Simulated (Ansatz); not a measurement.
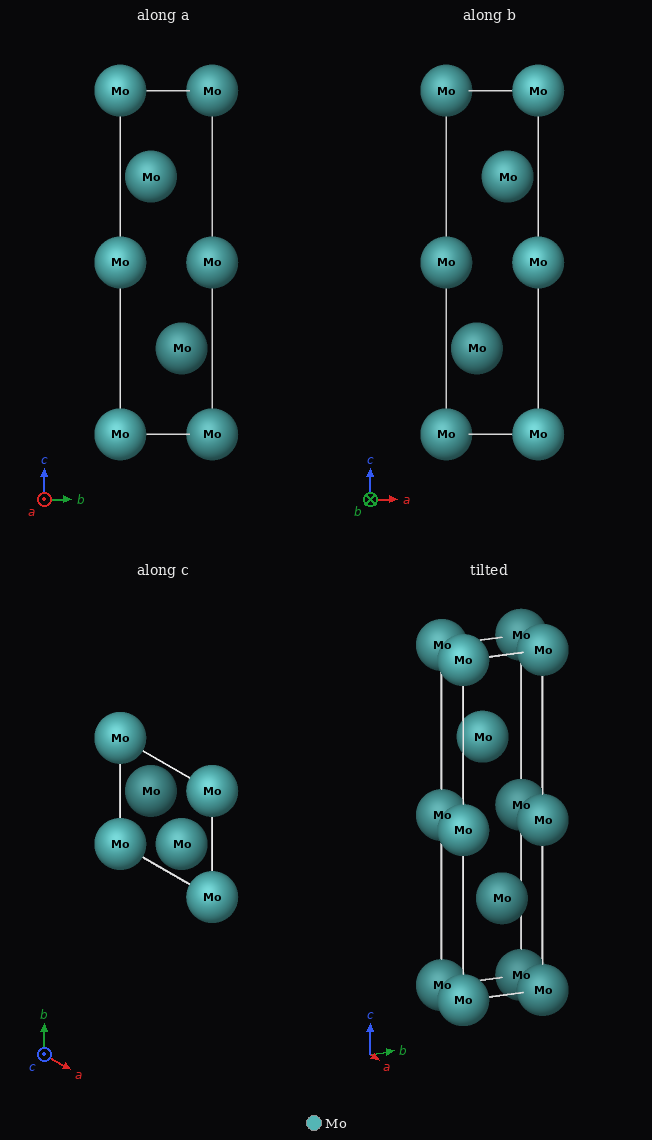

An orthographic spheres-only view of the structure, along the a axis, along the b axis, along the c axis and slightly off an axis. The wireframe shows the conventional unit cell.

Lattice parameters: a = 2.8154 Å, b = 2.8154 Å, c = 9.1172 Å, α = 90.000°, β = 90.000°, γ = 120.000°.

Give the atomic positions as a CIF in P1 with every atom of the cell.

```cif
data_structure
_symmetry_space_group_name_H-M 'P 1'
_symmetry_Int_Tables_number 1
_cell_length_a 2.8154
_cell_length_b 2.8154
_cell_length_c 9.1172
_cell_angle_alpha 90.000
_cell_angle_beta 90.000
_cell_angle_gamma 120.000
_cell_volume 62.59
loop_
_atom_site_label
_atom_site_type_symbol
_atom_site_fract_x
_atom_site_fract_y
_atom_site_fract_z
_atom_site_occupancy
Mo1 Mo 0.0000 0.0000 0.5000 1
Mo2 Mo 0.0000 0.0000 0.0000 1
Mo3 Mo 0.3333 0.6667 0.2500 1
Mo4 Mo 0.6667 0.3333 0.7500 1
```

The structure is a generated cell, made by putting these elements into a known structure type (the compound may or may not exist in this form); no relaxation was done. A calculation with Ansatz used it as input.
